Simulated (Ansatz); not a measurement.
This input was run:

```
crystal:
  lattice:
    - [3.6960163674, 0.0, 0.0]
    - [-1.8480081837, 3.200844067, 0.0]
    - [0.0, 0.0, 6.3838697887]
  atoms:
    - { symbol: Ti, position: [0.0, 0.0, 0.0] }
    - { symbol: Te, position: [0.6666666667, 0.3333333333, 0.2712099107] }
    - { symbol: Te, position: [0.3333333333, 0.6666666667, 0.7287900893] }
basis:
  ecutwfc: 500
kpoints:
  mp_grid: { grid: [12, 12, 8] }
  band_path:
    path:
      - [[0.0, 0.0, 0.0], [0.5, 0.0, 0.0], [0.33333333, 0.33333333, 0.0], [0.0, 0.0, 0.0], [0.0, 0.0, 0.5], [0.5, 0.0, 0.5], [0.33333333, 0.33333333, 0.5], [0.0, 0.0, 0.5]]
      - [[0.5, 0.0, 0.5], [0.5, 0.0, 0.0]]
      - [[0.33333333, 0.33333333, 0.5], [0.33333333, 0.33333333, 0.0]]
    npoints: 14
hamiltonian:
  xc: r2scan
scf:
  occupations: { method: gaussian, width: 0.1 }
  n_extra_bands: 7
output:
  forces: true
  stress: true
  eigenvalues: true
  populations: true
  dos: { projected: true, de: 0.02, nscf_kmesh: { grid: [18, 18, 12] } }
  bader: true
  write_density: true
  write_potential: true
  elf: true
  volumetric_format: npy
```

Command:
```bash
ansatz run input.yaml --threads 1 --pin off --max-ram 2560MiB --backend cpu --events-out ev --progress --plain --runs-dir out
```

Predict the main features of the band structure and density of states. The path is Γ–M–K–Γ–A–L–H–A|L–M|H–K.

A metal: 4 bands cross the Fermi level along this path. The density of states at the Fermi level isn't well fixed here: it changes fast, and within 0.3 eV it runs from 0.66 to 2 per eV and cell. By projected weight, the states within 0.3 eV of the Fermi level are Ti 3d (70 %) and Te 5p (30 %). Over the range shown, the centre of the Ti 3d weight lies 0.8 eV above the Fermi level, and about 25 % of the shell is filled.

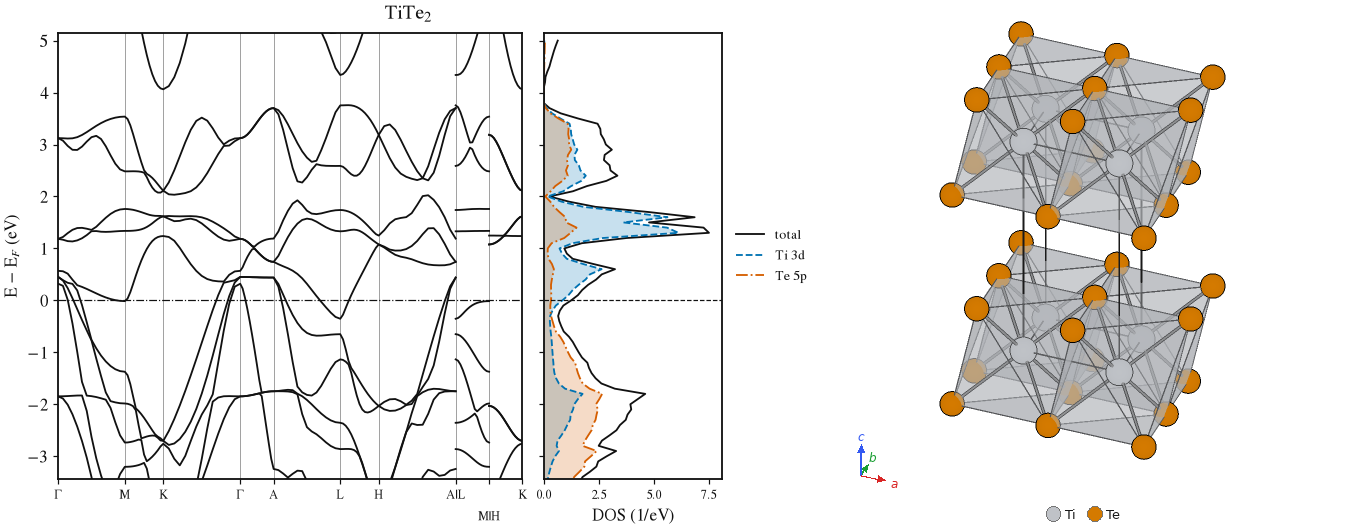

Band structure and density of states, beside the structure. Energies are counted from the Fermi level. The partial curves are projected on Löwdin-orthogonalised atomic shells.
